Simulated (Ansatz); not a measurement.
**BeS: molecular dynamics (part 2 of 4)**

The same run, continued: BeS (F-43m, 16 atoms in the cell); DFT PBEsol, scalar-relativistic, plane waves, PAW, no spin polarisation (Ansatz 0.2.0); cutoff 420 eV, 2×2×2 k-mesh, Fermi–Dirac smearing of 0.0689 eV. The structure derives from an entry of the Crystallography Open Database. Some settings of this run were made unusual or wrong on purpose.

Geometry of the input (Å; fractional positions):
```
-4.8821  4.8821  0.0000
-4.8821  0.0000  4.8821
0.0000  4.8821  4.8821
Be 0.0000  0.0000  0.0000
Be 0.5000  0.0000  -0.0000
Be 0.0000  0.5000  -0.0000
Be 0.0000  -0.0000  0.5000
Be 0.5000  0.5000  -0.0000
Be 0.5000  -0.0000  0.5000
Be 0.0000  0.5000  0.5000
Be 0.5000  0.5000  0.5000
S  0.6250  0.6250  0.1250
S  0.1250  0.6250  0.1250
S  0.6250  0.1250  0.1250
S  0.6250  0.6250  0.6250
S  0.1250  0.1250  0.1250
S  0.1250  0.6250  0.6250
S  0.6250  0.1250  0.6250
S  0.1250  0.1250  0.6250
```

What the program printed, continued
```
SCF iter   1: F=—  HF=-7817.486204 eV  |F-HF|=—  |Δ(HF+E_count)|=         —  Δρ=7.55e-3  dr2=1.58e-1  ethr=2.44e-4  ⟨swp⟩=2.5  Hψ=1105  notcnv=0
preconditioner: auto → Resta (q_TF=auto, 2.214 Å⁻¹)  ε∞=4.2  [insulator: Δε(μ)=3.062 eV  Ē_g=11.005 eV  σ=0.069 eV  W_gap=1.00  n_scr=50 (ndim 8)  ℏωp=19.8 eV  f_vac=0.000  D(μ)=0.00/eV (n_scr^D=0)  ε∞_Penn≈4.2]
SCF iter   2: F=—  HF=-7817.448252 eV  |F-HF|=—  |Δ(HF+E_count)|=   3.80e-2  Δρ=3.67e-3  dr2=3.12e-2  ethr=2.44e-4  ⟨swp⟩=2.0  Hψ=285  notcnv=0
SCF iter   3: F=—  HF=-7817.439910 eV  |F-HF|=—  |Δ(HF+E_count)|=   8.34e-3  Δρ=5.73e-4  dr2=7.42e-4  ethr=4.87e-5  ⟨swp⟩=2.2  Hψ=290  notcnv=0
SCF iter   4: F=—  HF=-7817.439828 eV  |F-HF|=—  |Δ(HF+E_count)|=   8.27e-5  Δρ=9.66e-5  dr2=4.04e-5  ethr=1.16e-6  ⟨swp⟩=2.5  Hψ=319  notcnv=0
SCF iter   5: F=—  HF=-7817.439772 eV  |F-HF|=—  |Δ(HF+E_count)|=   5.61e-5  Δρ=2.85e-5  dr2=3.07e-6  ethr=6.32e-8  ⟨swp⟩=2.0  Hψ=256  notcnv=0
SCF iter   6: F=-7817.439772 eV  HF=-7817.439772 eV  |F-HF|=3.45e-8  |Δ(HF+E_count)|=   2.58e-7  Δρ=5.56e-6  dr2=9.51e-8  ethr=1.56e-10  ⟨swp⟩=3.0  Hψ=748  notcnv=0
SCF 31 converged in 6 iterations: F = -7817.439772 eV  dr2 = 9.51e-8
  greatest PAW one-centre occupation: 0.853 electrons in one spin orbital (limit 2), on the S atom at site 15 (counted from 0), in its partial waves of l = 0
md step    30: t =   180.00 fs  T =   626.7 K  F+E_penalty+E_count = -7817.43977191 eV  E_kin = 1.296180 eV  conserved = -7818.30088736 eV  P_inst = 2.9527 GPa  V = 224.3151 Å³  selection 1  (6 SCF iters)
Basis set: ecut = 420 eV, 4381 PW (Γ), exchange–correlation on 96×96×96 points (8 copies of the dense FFT grid, shifted against one another)
Initial wavefunctions: pseudopotential atomic-orbital guess (no wavefunctions were taken with the density)
iter 1 solved again at ethr=3.68e-6 eV; its pass at ethr=3.10e-3 eV (dr2=2.36e-3 eV) is discarded
SCF iter   1: F=—  HF=-7817.439873 eV  |F-HF|=—  |Δ(HF+E_count)|=         —  Δρ=7.27e-6  dr2=1.39e-7  ethr=3.68e-6  ⟨swp⟩=2.5  Hψ=1541  notcnv=0
eigensolver tolerance schedule: the retry pair's looser diagonalisation over-reported the residual by 16940.54 of it (diagonalisation noise at an unbounded share of the residual, at the tolerance the schedule requests for it); recorded, not acted on — ethr = c·dr2/N_el stays at c = 1.0e-1
preconditioner: auto → Resta (q_TF=auto, 2.214 Å⁻¹)  ε∞=4.3  [insulator: Δε(μ)=3.068 eV  Ē_g=11.000 eV  σ=0.069 eV  W_gap=1.00  n_scr=50 (ndim 8)  ℏωp=19.8 eV  f_vac=0.000  D(μ)=0.00/eV (n_scr^D=0)  ε∞_Penn≈4.3]
SCF iter   2: F=—  HF=-7817.439805 eV  |F-HF|=—  |Δ(HF+E_count)|=   6.71e-5  Δρ=3.62e-6  dr2=3.41e-8  ethr=1.56e-10  ⟨swp⟩=2.8  Hψ=772  notcnv=0
SCF iter   3: F=-7817.439805 eV  HF=-7817.439805 eV  |F-HF|=1.44e-9  |Δ(HF+E_count)|=   1.97e-9  Δρ=1.89e-6  dr2=1.02e-8  ethr=5.33e-11  ⟨swp⟩=2.0  Hψ=528  notcnv=0
SCF 32 converged in 3 iterations: F = -7817.439805 eV  dr2 = 1.02e-8
```

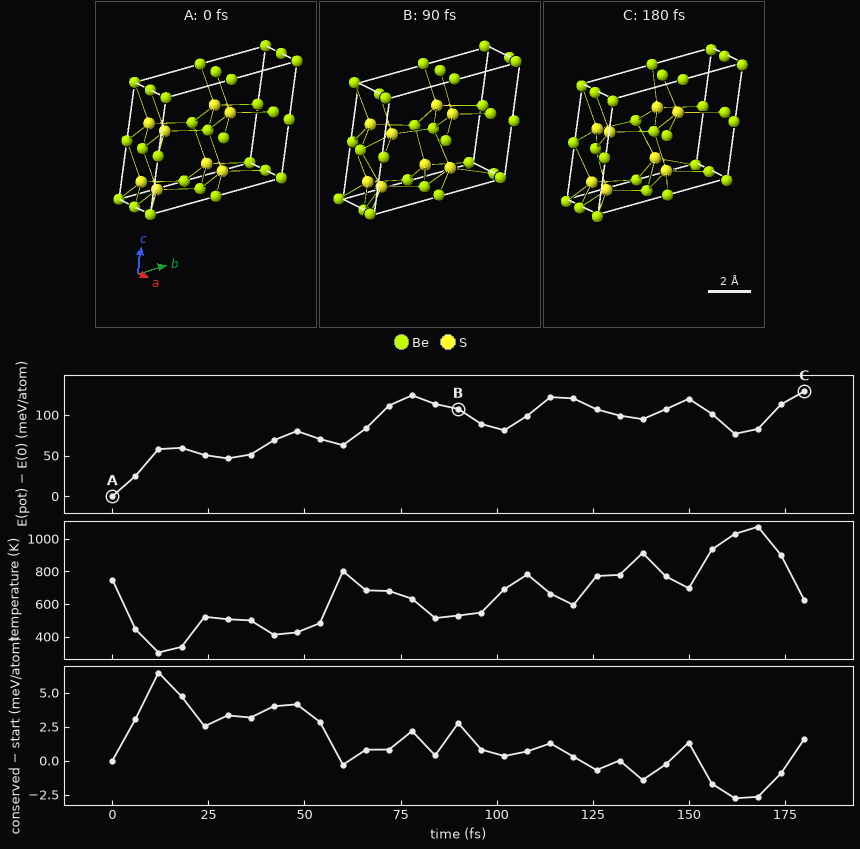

Figure 1. Frames of the molecular dynamics (ball-and-stick, reduced simulation cell, seen slightly off an axis) above the curves, on which the letters mark them. The trajectory kept here has 31 frames over 180 fs. The temperature starts at 750 K, ranges from 303 to 1074 K and averages 769 K over the second half. The potential energy ends 128.9 meV/atom above its first value. The conserved quantity stays within 9.3 meV/atom. With the common drift removed, the root-mean-square displacement is 0.19 Å, and S10 has moved furthest (0.33 Å).

```
SCF converged after 3 iterations
Free energy (F): -7817.439805 eV
Harris-Foulkes:  -7817.439805 eV  (|F-HF|=1.44e-9)
Internal energy: -7817.439805 eV  (E = F + TS)
E sigma→0 (E₀):  -7817.439805 eV
Fermi energy:    7.056272 eV
--- Per-component energies (eV) ---
  E_band       = 18.923653
  E_kinetic    = 1028.484564
  E_local      = -917.042378  (includes V_loc(G=0)·N_el)
  E_nonlocal   = 264.588758
  E_hartree    = 282.777676
  E_xc         = -930.253213
  E_vxc        = -871.379126  (∫ρ·V_xc dr)
  E_paw        = -5132.064176  (= ΣΔE_a)
  E_vpaw       = -51.284032  (= ΣTr[D̂ρ^β])
  E_aug_tail   = 0.000008  (compensation charges beyond the density's cutoff)
  E_ewald      = -2414.502889
  E_core_change = 0.571845  (= ΣΔE_core)
  E_smearing   = -0.000000  (= −TS)
  E_closure    = 0.000000  (closes the sum)
  Σ components = -7817.439805   (vs F -7817.439805, Δ=0.00e0)
--- Forces (eV/Å), atoms counted from 1 ---
  atom   1  Be    -0.11823166    -0.45039996     1.22169919
  atom   2  Be    -0.23512125     0.74603808     0.85853321
  atom   3  Be    -0.25739417     1.24051114    -0.91654363
  atom   4  Be     0.41564262    -0.38101498    -0.92859883
  atom   5  Be     0.28822515     0.28000818     1.43278916
  atom   6  Be    -1.62414191     2.05784921    -2.41462189
  atom   7  Be    -0.87118300    -0.07164188     0.71152591
  atom   8  Be     0.60693416     0.67753442     0.21998521
  atom   9  S     -0.20408063    -1.98056935     0.44928928
  atom  10  S     -0.63463181    -1.52400657    -1.98745879
  atom  11  S      0.34872680     1.03209578    -1.64702007
  atom  12  S     -0.34143496    -0.57618689    -0.34522415
  atom  13  S      0.63046225     0.18380053    -0.64170665
  atom  14  S     -0.72043994    -0.22831962     1.59635927
  atom  15  S     -0.62222688    -0.46646859     0.26757463
  atom  16  S      3.33890027    -0.53922817     2.12342084
  max |Σ_I F_I| component: 5.03e-6 eV/Å
--- Stress (GPa, compression-positive) ---
        2.949557       0.114393       2.584351
        0.114392       2.613915      -1.534622
        2.584352      -1.534625       1.443052
  P = ⅓ Tr σ = 2.3355 GPa (23.355 kbar)
--- MD trajectory: 30 steps, t = 0.0 → 180.0 fs ---
  final state: T = 626.7 K   F+E_penalty+E_count = -7817.43977191 eV   E_kin = 1.296180 eV
  conserved energy: peak-to-peak 1.480e-1 eV (9.252e-3 eV/atom) over 180.0 fs
  cell: V = 224.3151 Å³ at the end; means of 31 rows, the approach among them: V = 228.5581 Å³, P_inst = 0.9877 GPa
  mean static stress (GPa): xx 0.4743  yy 0.3495  zz 0.2332  yz -0.5378  xz 0.7239  xy 0.4347
  the result is of one more SCF, on plane waves selected at the last cell: its energy does not rank with the rows'
```

Trajectory as extended XYZ (Å, eV, eV/Å), 31 frames, from step=0 to step=30
```
16
Lattice="-4.8821 4.8821 0.0000 -4.8821 0.0000 4.8821 0.0000 4.8821 4.8821" Properties=species:S:1:pos:R:3:forces:R:3 step=0 time_fs=0.0 energy=-7819.50151 temperature=750.0 pressure_GPa=-1.80
Be    0.0000    0.0000    0.0000    0.0222  -0.0222  -0.0222
Be   -2.4411    2.4411    0.0000    0.0222  -0.0222  -0.0222
Be   -2.4411    0.0000    2.4411    0.0222  -0.0222  -0.0222
Be    0.0000    2.4411    2.4411    0.0222  -0.0222  -0.0222
Be   -4.8821    2.4411    2.4411    0.0222  -0.0222  -0.0222
Be   -2.4411    4.8821    2.4411    0.0222  -0.0222  -0.0222
Be   -2.4411    2.4411    4.8821    0.0222  -0.0222  -0.0222
Be   -4.8821    4.8821    4.8821    0.0222  -0.0222  -0.0222
S    -6.1026    3.6616    3.6616   -0.0222   0.0222   0.0222
S    -3.6616    1.2205    3.6616   -0.0222   0.0222   0.0222
S    -3.6616    3.6616    1.2205   -0.0222   0.0222   0.0222
S    -6.1026    6.1026    6.1026   -0.0222   0.0222   0.0222
S    -1.2205    1.2205    1.2205   -0.0222   0.0222   0.0222
S    -3.6616    3.6616    6.1026   -0.0222   0.0222   0.0222
S    -3.6616    6.1026    3.6616   -0.0222   0.0222   0.0222
S    -1.2205    3.6616    3.6616   -0.0222   0.0222   0.0222
16
Lattice="-4.8820 4.8820 0.0000 -4.8820 0.0000 4.8820 0.0000 4.8820 4.8820" Properties=species:S:1:pos:R:3:forces:R:3 step=1 time_fs=6.0 energy=-7819.10415 temperature=446.2 pressure_GPa=-1.45
Be    0.0644   -0.0278   -0.0101   -0.5359   0.4287  -0.0057
Be   -2.3668    2.4011    0.0340   -0.6928   0.3374  -0.0998
Be   -2.4447   -0.0567    2.4060    0.1274   0.3366   0.2498
Be    0.0480    2.3674    2.5365   -0.6037   0.7576  -0.9323
Be   -4.9116    2.4431    2.4673    0.2067  -0.0140  -0.4234
Be   -2.3108    4.8250    2.4720   -1.3596   0.8391  -0.8652
Be   -2.5090    2.4519    4.8534    0.4940  -0.0268   0.0478
Be   -4.8926    4.9131    4.9309    0.1944  -0.2891  -0.5457
S    -6.1258    3.6339    3.6571    0.2763   0.3292   0.3193
S    -3.6614    1.2200    3.6571   -0.0734  -0.1021  -0.3343
S    -3.6845    3.7125    1.2165    0.6470  -0.8414   0.4654
S    -6.1275    6.0936    6.0734    0.1139   0.4006   0.2694
S    -1.2128    1.2094    1.2501    0.3068  -0.1979   0.0355
S    -3.6501    3.6493    6.1038   -0.5269  -0.0566   0.0469
S    -3.6541    6.1281    3.6473    0.6990  -0.8794   0.8861
S    -1.2282    3.7005    3.6401    0.7269  -1.0218   0.8863
16
Lattice="-4.8815 4.8815 0.0000 -4.8815 0.0000 4.8815 0.0000 4.8815 4.8815" Properties=species:S:1:pos:R:3:forces:R:3 step=2 time_fs=12.0 energy=-7818.57406 temperature=303.3 pressure_GPa=-0.74
Be    0.1304   -0.0424   -0.0102   -1.1887   0.8278  -0.3170
Be   -2.3458    2.3922    0.0387   -0.8272   0.1998   0.0898
Be   -2.4292   -0.0816    2.4066   -0.0276   0.4261   0.2062
Be    0.0453    2.3104    2.5848   -0.9308   1.2946  -1.3962
Be   -4.9279    2.4878    2.4717    0.3091  -0.4929  -0.6526
Be   -2.2519    4.7991    2.4690   -2.0174   1.3813  -1.3529
Be   -2.5314    2.4593    4.8290    0.6555  -0.0227   0.1137
Be   -4.8658    4.9043    4.9558    0.0345  -0.2022  -0.6642
S    -6.1472    3.6034    3.6532    0.5083   0.6505   0.5374
S    -3.6585    1.2161    3.6561   -0.1292   0.0469  -0.6666
S    -3.6991    3.7477    1.2106    1.1673  -1.5096   0.9606
S    -6.1627    6.0772    6.0452    0.5648   0.6243   0.3628
S    -1.2007    1.1845    1.2752    0.2788  -0.0532  -0.1539
S    -3.6418    3.6351    6.1037   -0.6533  -0.0814   0.1609
S    -3.6447    6.1371    3.6508    1.0428  -1.3737   1.3099
S    -1.2238    3.7304    3.6306    1.2130  -1.7154   1.4621
16
Lattice="-4.8810 4.8810 0.0000 -4.8810 0.0000 4.8810 0.0000 4.8810 4.8810" Properties=species:S:1:pos:R:3:forces:R:3 step=3 time_fs=18.0 energy=-7818.54953 temperature=337.7 pressure_GPa=-0.66
Be    0.1830   -0.0173   -0.0122   -1.7239   0.6939  -0.4169
Be   -2.3833    2.4084    0.0233   -0.5242  -0.0957   0.4830
Be   -2.4241   -0.0694    2.4198   -0.1139   0.1946   0.0716
Be   -0.0169    2.2928    2.5837   -0.3580   1.1511  -0.9153
Be   -4.9456    2.5255    2.4769    0.4658  -0.8736  -0.8435
Be   -2.2671    4.8481    2.4134   -1.5436   0.4898  -0.2677
Be   -2.5305    2.4530    4.8199    0.7818   0.1203   0.1244
Be   -4.8067    4.8714    4.9575   -0.3984  -0.0109  -0.5221
S    -6.1648    3.5729    3.6518    0.5691   1.0625   0.6276
S    -3.6577    1.2111    3.6622   -0.0082   0.4024  -1.0441
S    -3.7000    3.7701    1.2034    1.2810  -1.8284   1.2406
S    -6.1832    6.0631    6.0309    1.1533   0.8536   0.0273
S    -1.1800    1.1584    1.2812   -0.1408   0.2228  -0.4019
S    -3.6414    3.6035    6.1142   -0.5307   0.0556   0.2421
S    -3.6384    6.1342    3.6784    0.5728  -1.1429   0.7433
S    -1.1994    3.7508    3.6383    0.5178  -1.2951   0.8515
16
Lattice="-4.8809 4.8809 0.0000 -4.8809 0.0000 4.8809 0.0000 4.8809 4.8809" Properties=species:S:1:pos:R:3:forces:R:3 step=4 time_fs=24.0 energy=-7818.69115 temperature=522.3 pressure_GPa=-0.85
Be    0.1709    0.0405   -0.0279   -1.5117  -0.0283   0.0625
Be   -2.4445    2.4210    0.0299    0.0324   0.0080   0.5397
Be   -2.4163   -0.0465    2.4424   -0.0975  -0.1087  -0.0593
Be   -0.1078    2.3286    2.5558    0.6979   0.7257  -0.1959
Be   -4.9251    2.5155    2.4532    0.1280  -0.6944  -0.5700
Be   -2.3450    4.9236    2.3502   -0.7972  -0.3272   0.9196
Be   -2.5194    2.4573    4.8061    0.8937   0.2570   0.3211
Be   -4.7591    4.8485    4.9393   -0.7222  -0.1254  -0.2118
S    -6.1689    3.5601    3.6559    0.7047   0.9699   0.5392
S    -3.6534    1.2161    3.6703    0.1894   0.6359  -1.3521
S    -3.6966    3.7848    1.2106    0.8557  -1.5564   0.8020
S    -6.1744    6.0620    6.0291    1.3732   1.0042  -0.3239
S    -1.1529    1.1512    1.2743   -0.7536   0.2907  -0.4694
S    -3.6389    3.5722    6.1420   -0.4237   0.3250   0.0666
S    -3.6433    6.1363    3.7279   -0.0572  -0.7486  -0.2492
S    -1.1650    3.7625    3.6491   -0.5116  -0.6274   0.1810
16
Lattice="-4.8811 4.8811 0.0000 -4.8811 0.0000 4.8811 0.0000 4.8811 4.8811" Properties=species:S:1:pos:R:3:forces:R:3 step=5 time_fs=30.0 energy=-7818.75687 temperature=507.2 pressure_GPa=-1.26
Be    0.1159    0.0785   -0.0462   -0.7463  -0.4382   0.3457
Be   -2.4710    2.4083    0.0646    0.4114   0.2912   0.3310
Be   -2.3917   -0.0408    2.4762   -0.1807  -0.1868  -0.1460
Be   -0.1626    2.3873    2.5142    1.3203   0.3373   0.1665
Be   -4.8718    2.4756    2.4124   -0.4970  -0.2941  -0.1138
Be   -2.4764    4.9695    2.3474    0.4345   0.0244   1.0182
Be   -2.4932    2.4804    4.8006    0.8189   0.1646   0.4680
Be   -4.7330    4.8305    4.9240   -1.0324  -0.3476   0.1698
S    -6.1599    3.5630    3.6758    0.8970   0.5586   0.3474
S    -3.6524    1.2376    3.6664    0.3850   0.4695  -1.1570
S    -3.6865    3.7860    1.2352    0.2466  -1.2407   0.0479
S    -6.1470    6.0794    6.0228    0.8254   0.5040   0.0374
S    -1.1300    1.1572    1.2635   -1.2074   0.1847  -0.2974
S    -3.6381    3.5520    6.1853   -0.2155   0.5738  -0.2738
S    -3.6655    6.1361    3.7841   -0.1554  -0.4286  -0.9452
S    -1.1327    3.7622    3.6547   -1.3044  -0.1723   0.0012
16
Lattice="-4.8807 4.8807 0.0000 -4.8807 0.0000 4.8807 0.0000 4.8807 4.8807" Properties=species:S:1:pos:R:3:forces:R:3 step=6 time_fs=36.0 energy=-7818.68068 temperature=500.0 pressure_GPa=-1.35
Be    0.0480    0.0732   -0.0201    0.3404  -0.3375  -0.1446
Be   -2.4774    2.3886    0.1132    0.5456   0.5297  -0.0293
Be   -2.3566   -0.0370    2.4995   -0.3743  -0.1694  -0.0442
Be   -0.1596    2.4354    2.4726    1.1961   0.0475   0.3758
Be   -4.8539    2.4299    2.3784   -0.6116   0.0767   0.1846
Be   -2.5797    5.0138    2.4082    1.2501   0.1237   0.5511
Be   -2.4502    2.5124    4.8373    0.4408  -0.1609   0.0587
Be   -4.7154    4.8387    4.9246   -1.3446  -0.8351   0.5177
S    -6.1427    3.5668    3.7043    0.8705   0.3246   0.1818
S    -3.6548    1.2598    3.6460    0.4880   0.0863  -0.4147
S    -3.6624    3.7710    1.2577   -0.1552  -0.9218  -0.1955
S    -6.1120    6.1032    6.0019    0.1674   0.0015   0.6000
S    -1.1136    1.1634    1.2390   -1.4440   0.2228   0.2592
S    -3.6364    3.5325    6.2266    0.0771   0.9593  -0.5751
S    -3.7003    6.1321    3.8286    0.1897   0.0749  -1.2969
S    -1.1183    3.7623    3.6591   -1.6361  -0.0224  -0.0288
16
Lattice="-4.8789 4.8789 0.0000 -4.8789 0.0000 4.8789 0.0000 4.8789 4.8789" Properties=species:S:1:pos:R:3:forces:R:3 step=7 time_fs=42.0 energy=-7818.40079 temperature=412.3 pressure_GPa=-1.05
Be   -0.0027    0.0787    0.0309    1.1859  -0.6409  -0.8987
Be   -2.5050    2.3690    0.1424    0.7787   0.7582  -0.2387
Be   -2.3420   -0.0293    2.5263   -0.3456  -0.1658   0.0439
Be   -0.1325    2.4810    2.4229    0.6659  -0.2171   0.7115
Be   -4.8870    2.3803    2.3401   -0.1137   0.5978   0.5720
Be   -2.6357    5.0773    2.4860    1.5053  -0.5369  -0.2119
Be   -2.3964    2.5440    4.8629   -0.0591  -0.3312  -0.3663
Be   -4.7153    4.8532    4.9427   -1.4350  -1.2484   0.6160
S    -6.1074    3.5789    3.7374    0.5317   0.1121  -0.0219
S    -3.6506    1.2701    3.6173    0.4281  -0.0593   0.1662
S    -3.6401    3.7521    1.2688   -0.3709  -0.4262   0.0118
S    -6.0838    6.1310    5.9754   -0.3698  -0.4160   0.9235
S    -1.1005    1.1726    1.2209   -1.8133   0.4446   0.8476
S    -3.6301    3.5244    6.2542    0.5116   1.3091  -0.9085
S    -3.7398    6.1281    3.8452    0.4108   0.6122  -1.2788
S    -1.1243    3.7649    3.6532   -1.5106   0.2077   0.0324
```
